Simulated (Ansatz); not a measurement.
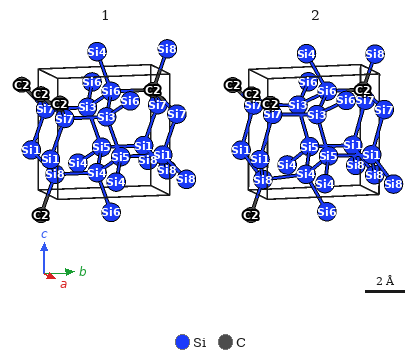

Two geometries of crystalline Si$_{7}$C (set up in Pm), drawn at one scale. One is the start of a relaxation, the other its converged end. A ball-and-stick model of the cell of the calculation, seen slightly off an axis.

All numbers below come from Ansatz, DFT PBE, scalar-relativistic, plane waves, PAW. Settings: plane-wave cutoff 420 eV; k-point mesh 12 × 8 × 8; occupations gaussian; smearing width 0.01 eV; no spin polarisation; cell and atoms relaxed; force threshold 0.015 eV/Å; at most 60 steps.

> Which geometry has the lower energy?

Structure 2 is the relaxed one. Case: 1 of 8 Si sites taken by C, cell and atoms relaxed. The energy falls by 1.651 eV per cell of the calculation in 5 accepted moves (6 points after the start). The largest force component goes from 3.1 to 0.013 eV/Å. Pressure: 2.82 GPa at the start and 0.00 GPa at the end. At 1 point the geometry stayed and the basis and grid were re-selected for the new cell (energy shift of 0.9 meV per cell of the calculation at most each time). The atom that moves furthest relative to the cell is Si6 (0.34 Å along +b). Largest moves by element: Si 0.34 Å, C 0.02 Å. The drawn cell changes as follows: a 3.684 → 3.640 Å (−1.2 %), b 6.092 → 6.061 Å (−0.5 %), c 6.381 → 6.361 Å (−0.3 %), α 90.0° → 89.6°; the volume changes by −2.0 %. Near-neighbour distances that change, for instance: C2–Si6 2.280 → 1.948 Å, C2–Si8 2.261 → 1.955 Å, Si1–Si7 2.261 → 2.449 Å, C2–Si7 2.261 → 2.099 Å. Among the angles between lasting bonds that change: Si3–Si6–Si4 109.1° → 97.5°, Si7–C2–Si7 109.1° → 120.3°, C2–Si7–C2 109.1° → 120.3°. The space group stays Pm (No. 6).
